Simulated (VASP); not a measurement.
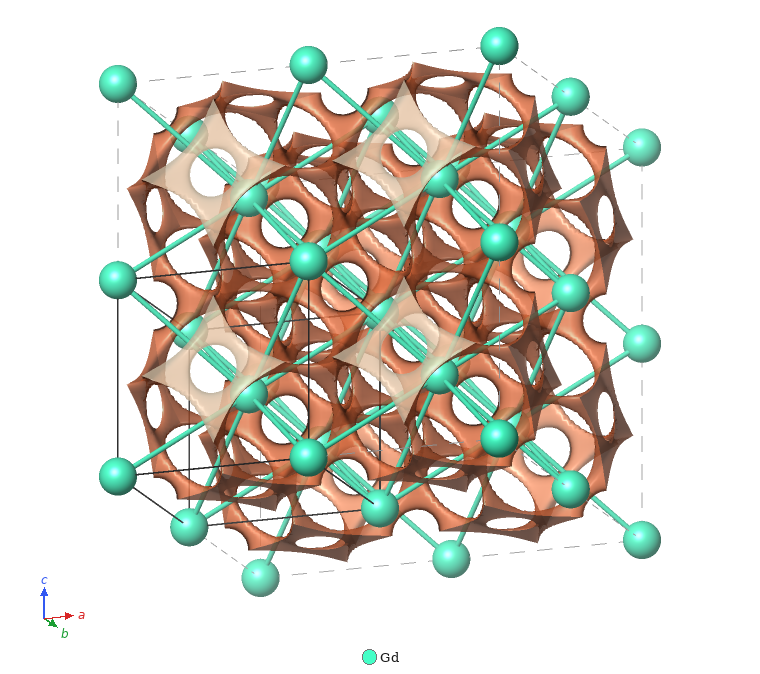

The orange surface encloses the points that the centre of a probe sphere of radius 0.25 Å can occupy in Gd (Im-3m, No. 229), computed on a grid of about 0.11 Å (2×2×2 cells shown, view from a free direction; pale faces close the region where the box cuts it).

The atoms' radii are metallic radii: Gd 1.80 Å.

The cell is taken from an entry of the Crystallography Open Database, as set up for an electronic-structure calculation.

```xyz
2
Lattice="4.0500 0.0000 0.0000 0.0000 4.0500 0.0000 0.0000 0.0000 4.0500" Properties=species:S:1:pos:R:3 pbc="T T T"
Gd    0.0000    0.0000    0.0000
Gd    2.0250    2.0250    2.0250
```

### Describe the connectivity of the accessible space.

Where they connect, they form a three-dimensional network.

### What share of the cell can the probe's centre reach?

About 4.5 % of the volume (3 Å³ of 66.4 Å³).

### Give the largest included and the largest free sphere.

The largest sphere that fits anywhere has a diameter of 0.93 Å; the largest that can travel through the crystal, about 0.7 Å.

### How does the connectivity change as the probe shrinks?

Below a radius of about 0.35 Å the space forms a three-dimensional network. These are grid estimates, good to about 0.05 Å.
